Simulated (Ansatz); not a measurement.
**Run report: Ge2Se, geometry relaxation (part 2 of 3)**

Continued. System: Ge2Se (R3m, 3 atoms in the cell). Method: DFT PBE, scalar-relativistic, plane waves, PAW, no spin polarisation (Ansatz 0.2.0); cutoff 420 eV, 6×6×6 k-mesh, Gaussian smearing of 0.1 eV. The structure was made by swapping elements on the sites of another compound; it need not be a known phase. It belongs to a series of runs on one base structure; here: 3R molybdenite type (R3m, No. 160).

Geometry of the input (Å; fractional positions):
```
1.6248  0.9381  6.2909
-1.6248  0.9381  6.2909
0.0000  -1.8761  6.2909
Ge 0.7484  0.7484  0.7484
Ge 0.5849  0.5849  0.5849
Se 0.0000  0.0000  0.0000
```

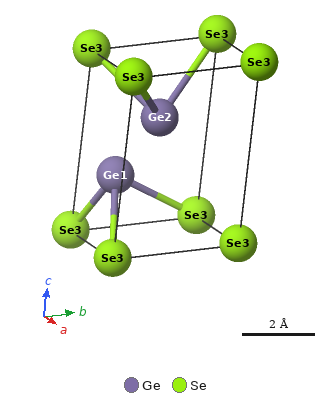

*The geometry at step 9 of the log (ball-and-stick view of the reduced cell, seen slightly off an axis; atoms are numbered from 1 in the order of the input).*

### Log, continued
```
SCF iter   1: F=—  HF=-14058.550106 eV  |F-HF|=—  |Δ(HF+E_count)|=         —  Δρ=9.62e-4  dr2=1.48e-3  ethr=3.49e-6  ⟨swp⟩=2.9  Hψ=5059  notcnv=0
preconditioner: auto → Resta (q_TF=auto, 2.567 Å⁻¹)  ε∞=2.8  [insulator: Δε(μ)=0.131 eV  Ē_g=20.351 eV  σ=0.100 eV  W_gap=0.62  n_scr=22 (ndim 8)  ℏωp=27.2 eV  f_vac=0.000  D(μ)=1.36/eV (n_scr^D=2)  ε∞_Penn≈2.8]
SCF iter   2: F=—  HF=-14058.549836 eV  |F-HF|=—  |Δ(HF+E_count)|=   2.69e-4  Δρ=4.45e-4  dr2=3.00e-4  ethr=3.36e-6  ⟨swp⟩=1.8  Hψ=898  notcnv=0
SCF iter   3: F=—  HF=-14058.549812 eV  |F-HF|=—  |Δ(HF+E_count)|=   2.40e-5  Δρ=1.07e-4  dr2=7.30e-6  ethr=6.82e-7  ⟨swp⟩=2.8  Hψ=1466  notcnv=0
SCF iter   4: F=—  HF=-14058.549811 eV  |F-HF|=—  |Δ(HF+E_count)|=   1.41e-6  Δρ=4.00e-5  dr2=9.53e-7  ethr=1.66e-8  ⟨swp⟩=2.0  Hψ=1538  notcnv=0
iter 5 did not close the SCF: its close was put off for the readings that it lacked (scf_convergence_deferred on its scf_iter line)
SCF iter   5: F=-14058.549811 eV  HF=-14058.549811 eV  |F-HF|=1.37e-8  |Δ(HF+E_count)|=   1.80e-7  Δρ=8.24e-6  dr2=5.51e-8  ethr=2.17e-9  ⟨swp⟩=2.0  Hψ=1512  notcnv=0
SCF iter   6: F=-14058.549811 eV  HF=-14058.549811 eV  |F-HF|=3.82e-10  |Δ(HF+E_count)|=   2.37e-8  Δρ=2.53e-6  dr2=6.21e-9  ethr=1.25e-10  ⟨swp⟩=3.7  Hψ=4242  notcnv=0
SCF 6 converged in 6 iterations: F = -14058.549811 eV  dr2 = 6.21e-9
relax step   6: F+E_penalty+E_count = -14058.54981088 eV  Δ(F+E_penalty+E_count) = -3.749e-3 eV  max|allowed force component| = 9.065e-2 eV/Å  Δτ_max = 0.0116 Å  P = +0.139 GPa  Ω = 63.497 Å³  energy of the carried Pulay correction = -1.134e-3 eV  (6 SCF iters, dr2 threshold 3.00e-7 eV, accepted)
Crystal: 3 atoms, lattice volume = 63.645 Å³
iter 1 solved again at ethr=2.67e-7 eV; its pass at ethr=3.10e-3 eV (dr2=1.18e-4 eV) is discarded
SCF iter   1: F=—  HF=-14058.550494 eV  |F-HF|=—  |Δ(HF+E_count)|=         —  Δρ=3.29e-4  dr2=1.14e-4  ethr=2.67e-7  ⟨swp⟩=2.3  Hψ=4430  notcnv=0
preconditioner: auto → Resta (q_TF=auto, 2.566 Å⁻¹)  ε∞=2.8  [insulator: Δε(μ)=0.124 eV  Ē_g=20.349 eV  σ=0.100 eV  W_gap=0.60  n_scr=22 (ndim 8)  ℏωp=27.1 eV  f_vac=0.000  D(μ)=1.36/eV (n_scr^D=2)  ε∞_Penn≈2.8]
SCF iter   2: F=—  HF=-14058.550500 eV  |F-HF|=—  |Δ(HF+E_count)|=   6.04e-6  Δρ=1.65e-4  dr2=2.78e-5  ethr=2.60e-7  ⟨swp⟩=1.3  Hψ=882  notcnv=0
SCF iter   3: F=—  HF=-14058.550496 eV  |F-HF|=—  |Δ(HF+E_count)|=   4.04e-6  Δρ=2.85e-5  dr2=4.91e-7  ethr=6.32e-8  ⟨swp⟩=2.4  Hψ=1281  notcnv=0
iter 4 did not close the SCF: its close was put off for the readings that it lacked (scf_convergence_deferred on its scf_iter line)
SCF iter   4: F=-14058.550496 eV  HF=-14058.550496 eV  |F-HF|=5.55e-8  |Δ(HF+E_count)|=   2.17e-8  Δρ=1.23e-5  dr2=6.74e-8  ethr=1.12e-9  ⟨swp⟩=2.4  Hψ=1744  notcnv=0
iter 5 did not close the SCF: its close was put off for the readings that it lacked (scf_convergence_deferred on its scf_iter line)
SCF iter   5: F=-14058.550496 eV  HF=-14058.550496 eV  |F-HF|=4.14e-9  |Δ(HF+E_count)|=   1.28e-8  Δρ=3.58e-6  dr2=9.46e-9  ethr=1.53e-10  ⟨swp⟩=2.2  Hψ=1475  notcnv=0
SCF iter   6: F=-14058.550496 eV  HF=-14058.550496 eV  |F-HF|=1.15e-10  |Δ(HF+E_count)|=   5.20e-9  Δρ=8.07e-7  dr2=5.24e-10  ethr=2.15e-11  ⟨swp⟩=2.2  Hψ=3090  notcnv=0
SCF 7 converged in 6 iterations: F = -14058.550496 eV  dr2 = 5.24e-10
relax step   7: F+E_penalty+E_count = -14058.55049596 eV  Δ(F+E_penalty+E_count) = -6.851e-4 eV  max|allowed force component| = 7.741e-2 eV/Å  Δτ_max = 0.0049 Å  P = -0.043 GPa  Ω = 63.645 Å³  energy of the carried Pulay correction = -1.161e-3 eV  (6 SCF iters, dr2 threshold 3.00e-7 eV, accepted)
Crystal: 3 atoms, lattice volume = 63.594 Å³
iter 1 solved again at ethr=1.27e-6 eV; its pass at ethr=3.10e-3 eV (dr2=5.59e-4 eV) is discarded
SCF iter   1: F=—  HF=-14058.551823 eV  |F-HF|=—  |Δ(HF+E_count)|=         —  Δρ=1.14e-3  dr2=5.07e-4  ethr=1.27e-6  ⟨swp⟩=2.4  Hψ=4444  notcnv=0
preconditioner: auto → Resta (q_TF=auto, 2.566 Å⁻¹)  ε∞=2.8  [insulator: Δε(μ)=0.112 eV  Ē_g=20.362 eV  σ=0.100 eV  W_gap=0.55  n_scr=22 (ndim 8)  ℏωp=27.2 eV  f_vac=0.000  D(μ)=1.37/eV (n_scr^D=2)  ε∞_Penn≈2.8]
SCF iter   2: F=—  HF=-14058.551741 eV  |F-HF|=—  |Δ(HF+E_count)|=   8.20e-5  Δρ=5.78e-4  dr2=1.10e-4  ethr=1.15e-6  ⟨swp⟩=2.0  Hψ=968  notcnv=0
SCF iter   3: F=—  HF=-14058.551778 eV  |F-HF|=—  |Δ(HF+E_count)|=   3.73e-5  Δρ=1.09e-4  dr2=6.01e-6  ethr=2.49e-7  ⟨swp⟩=2.0  Hψ=1561  notcnv=0
SCF iter   4: F=—  HF=-14058.551780 eV  |F-HF|=—  |Δ(HF+E_count)|=   2.10e-6  Δρ=2.62e-5  dr2=4.24e-7  ethr=1.37e-8  ⟨swp⟩=2.8  Hψ=1514  notcnv=0
iter 5 did not close the SCF: its close was put off for the readings that it lacked (scf_convergence_deferred on its scf_iter line)
SCF iter   5: F=-14058.551780 eV  HF=-14058.551780 eV  |F-HF|=6.72e-8  |Δ(HF+E_count)|=   4.08e-8  Δρ=9.19e-6  dr2=4.60e-8  ethr=9.63e-10  ⟨swp⟩=2.0  Hψ=1437  notcnv=0
SCF iter   6: F=-14058.551780 eV  HF=-14058.551780 eV  |F-HF|=3.70e-9  |Δ(HF+E_count)|=   2.22e-8  Δρ=3.44e-6  dr2=7.69e-9  ethr=1.05e-10  ⟨swp⟩=4.3  Hψ=4040  notcnv=0
SCF 8 converged in 6 iterations: F = -14058.551780 eV  dr2 = 7.69e-9
relax step   8: F+E_penalty+E_count = -14058.55177985 eV  Δ(F+E_penalty+E_count) = -1.284e-3 eV  max|allowed force component| = 1.086e-2 eV/Å  Δτ_max = 0.0211 Å  P = +0.040 GPa  Ω = 63.594 Å³  energy of the carried Pulay correction = -1.152e-3 eV  (6 SCF iters, dr2 threshold 3.00e-7 eV, accepted)
Basis set: ecut = 420 eV, 1213 PW (Γ), FFT grids on a1−a3, a2−a3, a3, exchange–correlation on 50×50×80 points (8 copies of the dense FFT grid, shifted against one another)
Initial wavefunctions: pseudopotential atomic-orbital guess (no wavefunctions were taken with the density)
iter 1 solved again at ethr=9.06e-7 eV; its pass at ethr=3.10e-3 eV (dr2=3.98e-4 eV) is discarded
SCF iter   1: F=—  HF=-14058.500262 eV  |F-HF|=—  |Δ(HF+E_count)|=         —  Δρ=4.16e-3  dr2=3.65e-4  ethr=9.06e-7  ⟨swp⟩=2.4  Hψ=4927  notcnv=0
preconditioner: auto → Resta (q_TF=auto, 2.566 Å⁻¹)  ε∞=2.8  [insulator: Δε(μ)=0.112 eV  Ē_g=20.366 eV  σ=0.100 eV  W_gap=0.56  n_scr=22 (ndim 8)  ℏωp=27.2 eV  f_vac=0.000  D(μ)=1.36/eV (n_scr^D=2)  ε∞_Penn≈2.8]
SCF iter   2: F=—  HF=-14058.547971 eV  |F-HF|=—  |Δ(HF+E_count)|=   4.77e-2  Δρ=2.11e-3  dr2=8.50e-5  ethr=8.30e-7  ⟨swp⟩=2.0  Hψ=1408  notcnv=0
SCF iter   3: F=—  HF=-14058.561942 eV  |F-HF|=—  |Δ(HF+E_count)|=   1.40e-2  Δρ=7.21e-4  dr2=1.61e-5  ethr=1.93e-7  ⟨swp⟩=2.1  Hψ=1114  notcnv=0
SCF iter   4: F=—  HF=-14058.563740 eV  |F-HF|=—  |Δ(HF+E_count)|=   1.80e-3  Δρ=3.76e-5  dr2=7.89e-7  ethr=3.66e-8  ⟨swp⟩=3.0  Hψ=1443  notcnv=0
SCF iter   5: F=—  HF=-14058.563741 eV  |F-HF|=—  |Δ(HF+E_count)|=   1.10e-6  Δρ=1.00e-5  dr2=1.03e-7  ethr=1.79e-9  ⟨swp⟩=2.0  Hψ=1394  notcnv=0
SCF iter   6: F=—  HF=-14058.563741 eV  |F-HF|=—  |Δ(HF+E_count)|=   2.47e-8  Δρ=3.49e-6  dr2=1.20e-8  ethr=2.33e-10  ⟨swp⟩=2.0  Hψ=1562  notcnv=0
SCF iter   7: F=-14058.563741 eV  HF=-14058.563741 eV  |F-HF|=1.65e-9  |Δ(HF+E_count)|=   3.15e-9  Δρ=1.31e-6  dr2=1.28e-9  ethr=4.36e-12  ⟨swp⟩=4.0  Hψ=3087  notcnv=0
SCF 9 converged in 7 iterations: F = -14058.563741 eV  dr2 = 1.28e-9
relax step   9: F+E_penalty+E_count = -14058.56374116 eV  Δ(F+E_penalty+E_count) = -1.196e-2 eV  max|allowed force component| = 1.119e-2 eV/Å  Δτ_max = 0.0000 Å  P = +0.439 GPa  Ω = 63.594 Å³  stress off target by 5.80e-1 GPa  SCF on the basis re-selected at this cell (its energy is not comparable with the rows above)  (7 SCF iters)
basis re-selected at this cell: Δ(F+E_penalty+E_count) = -1.196e-2 eV, ΔP = +0.399 GPa vs the last step (what re-selecting the basis moved, of the pressure what is left beyond the Pulay correction that the steps carried, after the strain that the cell walked since its last selection, with what the two solves' SCF thresholds leave and, on support functions, any second-order correction that the steps lacked; it is no measure of the basis error at this ecutwfc). The dense FFT grid was sized anew with the basis: this SCF ran on 25×25×40 points, the steps before it on 24×24×45, so part of this shift can come from that change (see relax.cell in the input reference). This SCF's stress stands 5.80e-1 GPa from its target on what of the cell is left free (relax.cell.stress_tol is 4.00e-1 GPa) and its largest allowed force component is 1.12e-2 eV/Å (relax.f_tol is 4.00e-2 eV/Å): not within both, so this SCF does not close the relaxation
Crystal: 3 atoms, lattice volume = 64.214 Å³
Basis set: ecut = 420 eV, 1237 PW (Γ), FFT grids on a1−a3, a2−a3, a3, exchange–correlation on 50×50×80 points (8 copies of the dense FFT grid, shifted against one another)
iter 1 solved again at ethr=2.46e-7 eV; its pass at ethr=3.10e-3 eV (dr2=1.08e-4 eV) is discarded
SCF iter   1: F=—  HF=-14058.564274 eV  |F-HF|=—  |Δ(HF+E_count)|=         —  Δρ=4.77e-4  dr2=1.11e-4  ethr=2.46e-7  ⟨swp⟩=2.4  Hψ=5012  notcnv=0
preconditioner: auto → Resta (q_TF=auto, 2.562 Å⁻¹)  ε∞=2.8  [insulator: Δε(μ)=0.116 eV  Ē_g=20.323 eV  σ=0.100 eV  W_gap=0.56  n_scr=22 (ndim 8)  ℏωp=27.0 eV  f_vac=0.000  D(μ)=1.40/eV (n_scr^D=2)  ε∞_Penn≈2.8]
SCF iter   2: F=—  HF=-14058.564262 eV  |F-HF|=—  |Δ(HF+E_count)|=   1.20e-5  Δρ=2.42e-4  dr2=2.27e-5  ethr=2.46e-7  ⟨swp⟩=2.0  Hψ=959  notcnv=0
SCF iter   3: F=—  HF=-14058.564266 eV  |F-HF|=—  |Δ(HF+E_count)|=   3.86e-6  Δρ=5.63e-5  dr2=1.40e-6  ethr=5.16e-8  ⟨swp⟩=2.8  Hψ=1567  notcnv=0
iter 4 did not close the SCF: its close was put off for the readings that it lacked (scf_convergence_deferred on its scf_iter line)
SCF iter   4: F=-14058.564267 eV  HF=-14058.564267 eV  |F-HF|=2.66e-7  |Δ(HF+E_count)|=   7.29e-7  Δρ=1.89e-5  dr2=1.93e-7  ethr=3.18e-9  ⟨swp⟩=2.0  Hψ=1394  notcnv=0
iter 5 did not close the SCF: its close was put off for the readings that it lacked (scf_convergence_deferred on its scf_iter line)
SCF iter   5: F=-14058.564267 eV  HF=-14058.564267 eV  |F-HF|=4.79e-9  |Δ(HF+E_count)|=   7.50e-8  Δρ=5.14e-6  dr2=2.04e-8  ethr=4.38e-10  ⟨swp⟩=2.0  Hψ=1398  notcnv=0
SCF iter   6: F=-14058.564267 eV  HF=-14058.564267 eV  |F-HF|=6.48e-10  |Δ(HF+E_count)|=   1.06e-8  Δρ=1.09e-6  dr2=8.94e-10  ethr=4.64e-11  ⟨swp⟩=2.0  Hψ=2439  notcnv=0
SCF 10 converged in 6 iterations: F = -14058.564267 eV  dr2 = 8.94e-10
relax step  10: F+E_penalty+E_count = -14058.56426676 eV  Δ(F+E_penalty+E_count) = -5.256e-4 eV  max|allowed force component| = 4.326e-2 eV/Å  Δτ_max = 0.0080 Å  P = +0.019 GPa  Ω = 64.214 Å³  energy of the carried Pulay correction = -9.433e-5 eV  (6 SCF iters, dr2 threshold 3.00e-7 eV, accepted)
Crystal: 3 atoms, lattice volume = 64.119 Å³
Basis set: ecut = 420 eV, 1225 PW (Γ), FFT grids on a1−a3, a2−a3, a3, exchange–correlation on 50×50×80 points (8 copies of the dense FFT grid, shifted against one another)
iter 1 solved again at ethr=1.97e-7 eV; its pass at ethr=3.10e-3 eV (dr2=8.68e-5 eV) is discarded
SCF iter   1: F=—  HF=-14058.564852 eV  |F-HF|=—  |Δ(HF+E_count)|=         —  Δρ=2.98e-4  dr2=9.33e-5  ethr=1.97e-7  ⟨swp⟩=2.2  Hψ=4162  notcnv=0
preconditioner: auto → Resta (q_TF=auto, 2.562 Å⁻¹)  ε∞=2.8  [insulator: Δε(μ)=0.131 eV  Ē_g=20.326 eV  σ=0.100 eV  W_gap=0.61  n_scr=22 (ndim 8)  ℏωp=27.0 eV  f_vac=0.000  D(μ)=1.32/eV (n_scr^D=2)  ε∞_Penn≈2.8]
SCF iter   2: F=—  HF=-14058.564837 eV  |F-HF|=—  |Δ(HF+E_count)|=   1.53e-5  Δρ=1.50e-4  dr2=2.10e-5  ethr=1.97e-7  ⟨swp⟩=2.0  Hψ=951  notcnv=0
SCF iter   3: F=—  HF=-14058.564834 eV  |F-HF|=—  |Δ(HF+E_count)|=   2.94e-6  Δρ=2.89e-5  dr2=6.81e-7  ethr=4.76e-8  ⟨swp⟩=2.0  Hψ=969  notcnv=0
iter 4 did not close the SCF: its close was put off for the readings that it lacked (scf_convergence_deferred on its scf_iter line)
SCF iter   4: F=-14058.564834 eV  HF=-14058.564834 eV  |F-HF|=3.03e-8  |Δ(HF+E_count)|=   1.29e-8  Δρ=6.12e-6  dr2=1.78e-8  ethr=1.55e-9  ⟨swp⟩=2.0  Hψ=1560  notcnv=0
iter 5 did not close the SCF: its close was put off for the readings that it lacked (scf_convergence_deferred on its scf_iter line)
SCF iter   5: F=-14058.564834 eV  HF=-14058.564834 eV  |F-HF|=2.13e-10  |Δ(HF+E_count)|=   1.12e-8  Δρ=2.50e-6  dr2=3.84e-9  ethr=4.04e-11  ⟨swp⟩=2.0  Hψ=1561  notcnv=0
SCF iter   6: F=-14058.564834 eV  HF=-14058.564834 eV  |F-HF|=9.64e-11  |Δ(HF+E_count)|=   1.41e-9  Δρ=7.23e-7  dr2=3.34e-10  ethr=8.72e-12  ⟨swp⟩=1.9  Hψ=2460  notcnv=0
SCF 11 converged in 6 iterations: F = -14058.564834 eV  dr2 = 3.34e-10
relax step  11: F+E_penalty+E_count = -14058.56483419 eV  Δ(F+E_penalty+E_count) = -5.674e-4 eV  max|allowed force component| = 4.699e-3 eV/Å  Δτ_max = 0.0045 Å  P = +0.017 GPa  Ω = 64.119 Å³  energy of the carried Pulay correction = -7.925e-5 eV  (6 SCF iters, dr2 threshold 1.17e-7 eV, accepted)
iter 1 solved again at ethr=7.47e-8 eV; its pass at ethr=3.10e-3 eV (dr2=3.29e-5 eV) is discarded
SCF iter   1: F=—  HF=-14058.564032 eV  |F-HF|=—  |Δ(HF+E_count)|=         —  Δρ=3.78e-4  dr2=1.92e-6  ethr=7.47e-8  ⟨swp⟩=3.0  Hψ=5138  notcnv=0
preconditioner: auto → Resta (q_TF=auto, 2.562 Å⁻¹)  ε∞=2.8  [insulator: Δε(μ)=0.131 eV  Ē_g=20.328 eV  σ=0.100 eV  W_gap=0.61  n_scr=22 (ndim 8)  ℏωp=27.0 eV  f_vac=0.000  D(μ)=1.33/eV (n_scr^D=2)  ε∞_Penn≈2.8]
SCF iter   2: F=—  HF=-14058.564689 eV  |F-HF|=—  |Δ(HF+E_count)|=   6.58e-4  Δρ=1.91e-4  dr2=4.86e-7  ethr=4.37e-9  ⟨swp⟩=2.0  Hψ=1033  notcnv=0
SCF iter   3: F=—  HF=-14058.564914 eV  |F-HF|=—  |Δ(HF+E_count)|=   2.24e-4  Δρ=4.39e-6  dr2=2.05e-9  ethr=1.10e-9  ⟨swp⟩=2.0  Hψ=1038  notcnv=0
iter 4 did not close the SCF: its close was put off for the readings that it lacked (scf_convergence_deferred on its scf_iter line)
SCF iter   4: F=-14058.564914 eV  HF=-14058.564914 eV  |F-HF|=1.11e-10  |Δ(HF+E_count)|=   9.25e-8  Δρ=6.93e-7  dr2=2.02e-10  ethr=4.65e-12  ⟨swp⟩=2.0  Hψ=1404  notcnv=0
iter 5 did not close the SCF: its close was put off for the readings that it lacked (scf_convergence_deferred on its scf_iter line)
SCF iter   5: F=-14058.564914 eV  HF=-14058.564914 eV  |F-HF|=5.28e-11  |Δ(HF+E_count)|=  2.51e-10  Δρ=2.44e-7  dr2=4.61e-11  ethr=1.00e-12  ⟨swp⟩=2.0  Hψ=1279  notcnv=0
SCF iter   6: F=-14058.564914 eV  HF=-14058.564914 eV  |F-HF|=3.64e-12  |Δ(HF+E_count)|=  5.64e-11  Δρ=8.07e-8  dr2=6.34e-12  ethr=1.00e-12  ⟨swp⟩=2.0  Hψ=2540  notcnv=0
SCF 12 converged in 6 iterations: F = -14058.564914 eV  dr2 = 6.34e-12
relax step  12: F+E_penalty+E_count = -14058.56491369 eV  Δ(F+E_penalty+E_count) = -7.950e-5 eV  max|allowed force component| = 4.701e-3 eV/Å  Δτ_max = 0.0000 Å  P = +0.014 GPa  Ω = 64.119 Å³  stress off target by 3.75e-2 GPa  SCF on the basis re-selected at this cell (its energy is not comparable with the rows above)  (6 SCF iters)
```

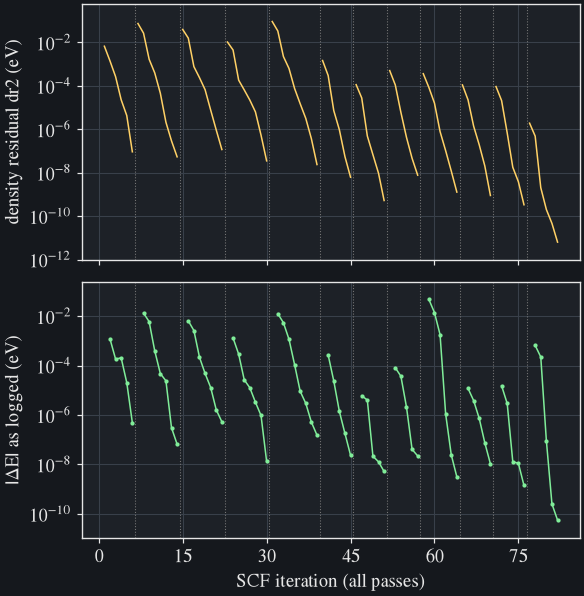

*Convergence of the self-consistent field: density residual dr2 and size of the energy change against the SCF iteration. The dotted lines part the SCF passes of the relaxation: geometry steps, rejected trials and re-solves on a re-selected basis.*

The 12 passes take 6 to 9 iterations each, 82 in all.
